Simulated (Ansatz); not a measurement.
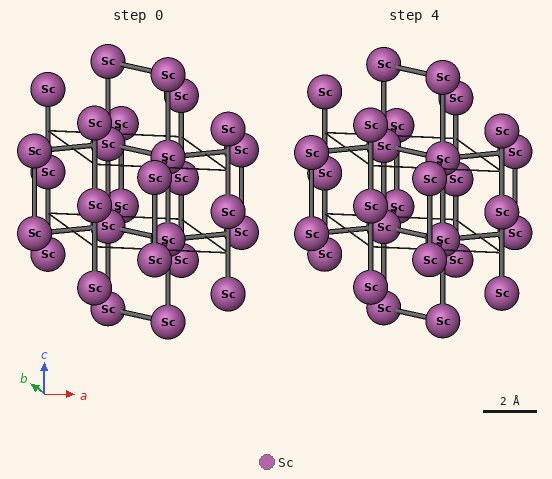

The structure of crystalline Sc (set up in Cmmm) before (left) and after (right) a relaxation, at one scale.

A ball-and-stick model of the cell of the calculation, reduced to other axes, seen slightly off an axis. Lengths and directions refer to the drawn axes.

Case: relaxed again under DFT PBE+D3(BJ), scalar-relativistic, plane waves, PAW.

All numbers below come from DFT PBE+D3(BJ), scalar-relativistic, plane waves, PAW (Ansatz). Set-up: plane-wave cutoff 420 eV; k-point mesh 10 × 10 × 14; occupations gaussian; smearing width 0.1 eV; no spin polarisation; cell and atoms relaxed; force threshold 0.005 eV/Å; at most 50 steps.

What changed between the two?

The energy falls by 30.5 meV per cell of the calculation in 3 accepted moves (4 points after the start). Largest force component: 0.00011 eV/Å at the start, under 0.0001 eV/Å at the end. Pressure: −2.61 GPa at the start and 0.00 GPa at the end. The SCF was repeated once at an unchanged geometry on a basis and grid sized afresh for the cell, which shifted the energy by 0.6 meV per cell of the calculation at most. No atom moves by more than 0.005 Å relative to the cell. The volume changes by −4.9 %, with a 5.122 → 5.034 Å (−1.7 %), b 5.121 → 5.034 Å (−1.7 %), c 3.233 → 3.182 Å (−1.6 %). Some distances before and after: Sc–Sc 3.370 → 3.313 Å, Sc–Sc 3.233 → 3.182 Å, Sc–Sc 2.957 → 2.906 Å. The space group stays P6/mmm (No. 191).
